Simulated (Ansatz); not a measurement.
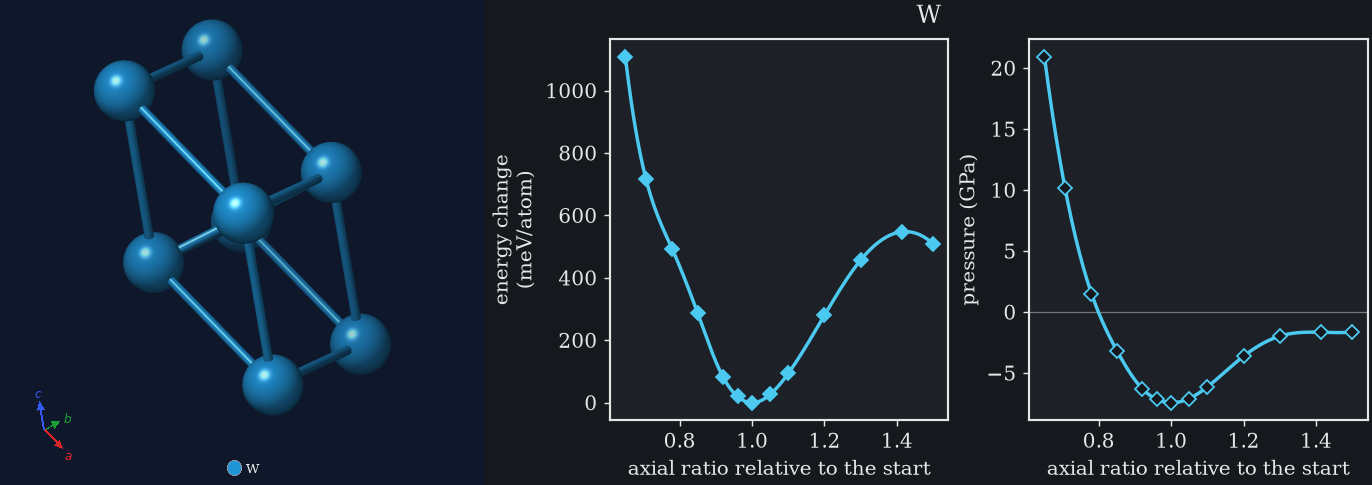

Caption: Energy change and pressure against relative axial ratio for W, space group Im-3m (No. 229). The cell is drawn beside the plot.

The energy change is 1109 meV/atom at relative axial ratio 0.650 and 509 meV/atom at 1.500; the lowest computed point is at relative axial ratio 1.000 (0 meV/atom); the curve passes over a maximum at 1.414 (548 meV/atom) and turns down again towards the edge of the range. The pressure goes from 20.9 GPa at relative axial ratio 0.650 to −1.6 GPa at 1.500, not monotonically, with a low of −7.4 GPa at 1.000, and changes sign near 0.80.

How it was computed, with Ansatz 0.2.0: deformation of a crystal at fixed volume, lengths along the axis scaled against those across it, fractional coordinates fixed, by plane-wave density functional theory with PAW datasets, free energies less that of the undisturbed cell, pressure positive in compression; scalar-relativistic. Level: r2SCAN, no spin polarisation.

```csv
setting,value
wave cutoff,500 eV
k mesh,24×24×24
occupations,Gaussian
smearing width,0.15 eV
k shift,"(0, 0, 0) (mesh steps)"
start,as given
path,tetragonal
axis direction,"(0, 0, 1) (Cartesian unit vector)"
```

Structure:
```
CELL_PARAMETERS angstrom
-1.59730 1.59730 1.59730
1.59730 -1.59730 1.59730
1.59730 1.59730 -1.59730
ATOMIC_POSITIONS crystal
W 0.00000 0.00000 0.00000
```

Note: reference crystal is not relaxed.
